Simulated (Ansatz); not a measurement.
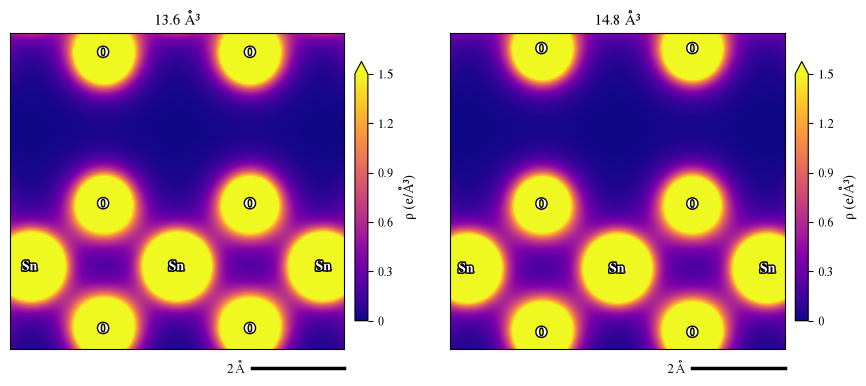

SnO2. The valence electron density of cells scaled evenly to different volumes (given per atom above each panel), on the (110) plane of each (indices in the axes of the cell below), at one length scale and on one colour scale.

A structure from a database of computed crystals, not necessarily the ambient phase.

Computed with Kohn-Sham DFT of a periodic cell, PBEsol, Ansatz PAW in Ansatz.

Core electrons are frozen (PAW), and the valence fields are smoothed inside the atomic spheres.

The largest cell:

```
Sn O
1.0
     3.25561    0.00000    0.00000
    -1.62780    0.93981    4.83239
     1.62780   -2.81944    0.00000
Sn O
1 2
Direct
  0.50000 0.50000 0.50000
  0.76283 0.28849 0.76283
  0.23717 0.71151 0.23717
```

| volume (Å³/atom) | Sn–O contact in the plane (Å) | ρ at its midpoint (e/Å³) | pressure (GPa) | gap on the mesh (eV) | 
| --- | --- | --- | --- | --- |
| 13.63 | 2.082 | 0.657 | 4.4 | 2.27 | 
| 14.50 | 2.125 | ? | ? | ? | 
| 14.79 | 2.140 | 0.587 | −7.6 | 1.75 | 

Question: What values belong in the row with question marks?

Answer: Over the known rows ln ρ falls by 1.94 per Å of Sn–O distance (the line through the two), which gives 0.604 e/Å³ at 2.125 Å; the calculation gives 0.603 e/Å³. For the pressure, a straight line in volume between the neighbouring rows gives −4.6 GPa; the calculation gives −5.1, lower because pressure rises ever faster on compression. For the gap on the mesh, a straight line in volume between the neighbouring rows gives 1.88 eV; the calculation gives 1.87.
